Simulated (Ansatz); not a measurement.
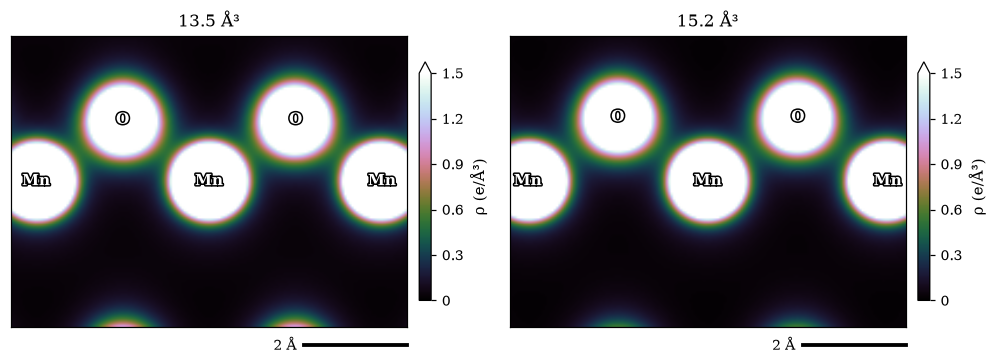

MnO. The valence electron density of cells scaled evenly to different volumes (given per atom above each panel), on the (101) plane of each (indices in the axes of the cell below), at one length scale and on one colour scale.

A structure from a database of computed crystals, not necessarily the ambient phase; spin-polarised.

Method: Kohn-Sham DFT of a periodic cell, r2SCAN, Ansatz PAW (Ansatz).

The density is the valence pseudo-density of a PAW calculation; it isn't the true density close to the nuclei.

The largest cell:

```
Mn O
1.0
     3.02957   -1.75066    0.00000
     3.02957    1.75066    0.00000
    -2.02355    0.00000    2.86543
Mn O
1 1
Direct
  0.50020 0.50020 0.50066
  0.74980 0.74980 0.24934
```

| volume (Å³/atom) | Mn–O contact in the plane (Å) | ρ at its midpoint (e/Å³) | pressure (GPa) | largest moment (μB) | 
| --- | --- | --- | --- | --- |
| 13.48 | 2.061 | 0.509 | 0.8 | 4.04 | 
| 14.05 | 2.090 | ? | ? | ? | 
| 15.20 | 2.145 | 0.424 | −11.4 | 4.16 | 

Question: Estimate the missing row, and compare with the calculation.

Answer: Over the known rows ln ρ falls by 2.18 per Å of Mn–O distance (the line through the two), which gives 0.478 e/Å³ at 2.090 Å; the calculation gives 0.478 e/Å³. For the pressure, a straight line in volume between the neighbouring rows gives −3.2 GPa; the calculation gives −4.2, lower because pressure rises ever faster on compression. For the largest moment, a straight line in volume between the neighbouring rows gives 4.08 μB; the calculation gives 4.08.
